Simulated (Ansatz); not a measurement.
## Electronic structure of PtSe in real space

Input

```
crystal:
  lattice:
    - [3.70187033, 0.0, 0.0]
    - [-1.85093516, 3.20591375, 0.0]
    - [0.0, 0.0, 3.61284203]
  atoms:
    - { symbol: Pt, position: [0.0, 0.0, 0.0] }
    - { symbol: Se, position: [0.6666666667, 0.3333333333, 0.5] }
hamiltonian:
  xc: r2scan50
  pseudopotentials: { kind: paw }
kpoints:
  mp_grid: { grid: [4, 4, 4] }
scf:
  occupations: { method: fermi_dirac, width: 0.05 }
output:
  forces: true
  stress: true
  eigenvalues: true
  write_density: true
  write_potential: true
  elf: true
  volumetric_format: npy
```

Launched as:

```sh
ansatz run input.yaml --threads 2 --pin off --max-ram 5632MiB --backend cpu --events-out ev --progress --plain --runs-dir out
```

Below, planes, directions and counts refer to the conventional cell (a = 3.70 Å, b = 3.70 Å, c = 3.61 Å, α = 90.00°, β = 90.00°, γ = 120.00°).

Space group P-6m2; a generated structure, not necessarily the stable one; built by placing these elements on a known structure type; computed pressure about −19 GPa in this cell.

Theory: Kohn-Sham DFT of a periodic cell, r2SCAN50, Ansatz PAW (Ansatz).

The density is the valence pseudo-density of a PAW calculation; it isn't the true density close to the nuclei.

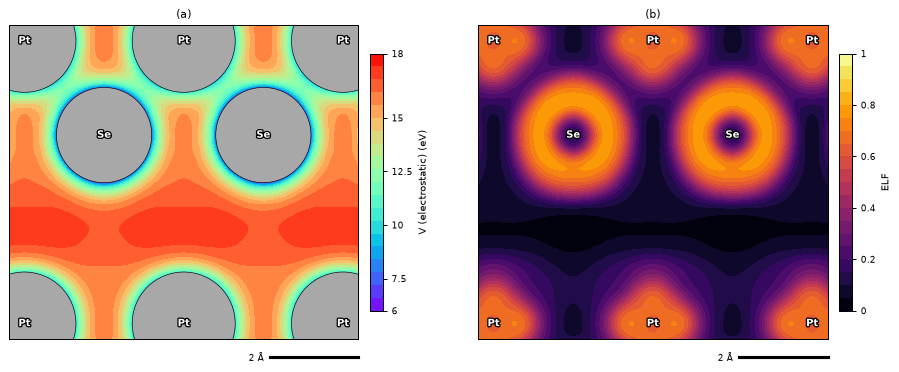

Figure 1. (a) electrostatic potential (local pseudopotential plus Hartree) felt by an electron; (b) electron localisation function on the (110) plane of the conventional cell. Grey discs cover the atomic cores in the potential map.

> Read the bonding off the picture.

The section cuts through Pt and Se sites.
Pt–Se (2.80 Å): the ELF is about 0.35 at the midpoint.
The features right at Pt lie inside the PAW spheres, where the map follows smoothed inner orbitals and isn't to be read closely.
Outside the cores the potential energy rises away from the atoms and is highest about 2.2 Å from the nearest atoms; its zero is arbitrary.

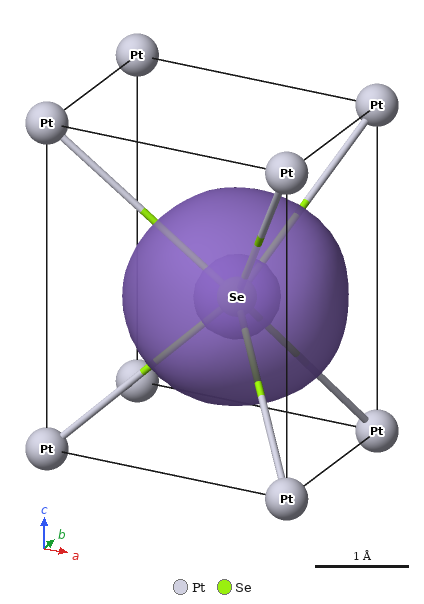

Figure 2. Isosurface of the electron localisation function at 0.55 (purple), seen slightly off an axis. Core shells and regions of very low density are left out. Sticks mark near contacts.

> Describe the localisation domains.

At this value the surface marks out one region wrapped around Se (its valence shell), counted in one cell of 2 atoms. Regions shared between cells count once.

> Metal or insulator at this level of theory?

It is gapless in this calculation (a metal or semimetal); semilocal functionals without U, or without the true magnetic order, often close the gap of such compounds.
